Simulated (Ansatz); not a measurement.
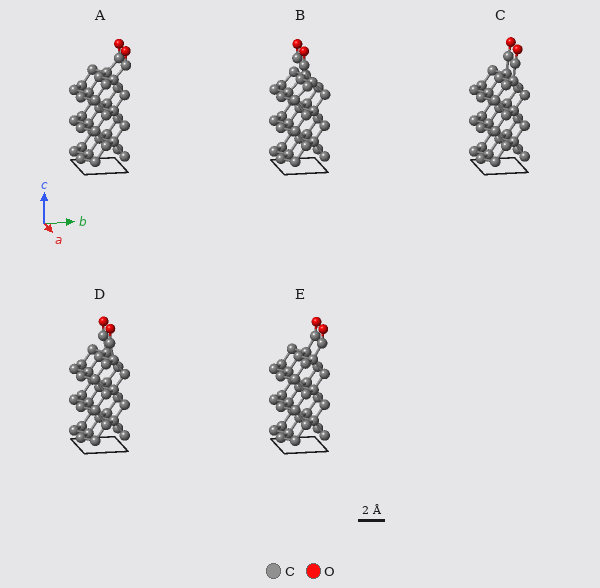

5 geometries from one constrained relaxation of a slab of composition C₁₃O (cut from the Fd-3m phase), in shuffled order. A ball-and-stick model of the 2 × 1 repeat of the cell, outlined in the plane, without the vacuum, seen slightly off an axis.

Case: CO put at a bridge C-C site. The slab is the (1 1 0) face of C with CO on it. 6 atoms are held fixed.

Method: Ansatz 0.2.0, DFT PBEsol, scalar-relativistic, plane waves, PAW. Set-up: plane-wave cutoff 420 eV; k-point mesh 11 × 8 × 1; occupations gaussian; smearing width 0.05 eV; no spin polarisation; dipole correction; atoms relaxed in a fixed cell; force threshold 0.03 eV/Å; at most 70 steps.

Question: Put them in the order of the run, from the start to the converged end.

Answer: B, D, C, E, A. They are steps 0, 3, 6, 9, 15, at +2.510 eV per cell of the calculation, +1.143 eV per cell of the calculation, +0.969 eV per cell of the calculation, +0.289 eV per cell of the calculation relative to the last. Over 15 geometry steps the energy falls by 2.510 eV per cell of the calculation. The largest force component goes from 6 to 0.0032 eV/Å. The largest moves, 1.77 Å, are those of C and O atoms. Largest moves by element: C 1.77 Å, O 1.76 Å. The cell stays as it was. Some distances before and after: C–C 1.896 → 2.548 Å, C–C 1.428 → 1.539 Å, C–C 1.473 → 1.569 Å, C–C 1.574 → 1.519 Å. Among the angles between lasting bonds that change: C–C–C 161.2° → 103.2°, C–C–C 78.2° → 112.9°, C–C–O 154.5° → 138.0°. The run may lie on a higher electronic state than the lowest, so the end point isn't shown to be the ground-state structure.

Limits of the set-up: the periodic images lie only 2.5 Å apart, so the values are limited by the cell's size.
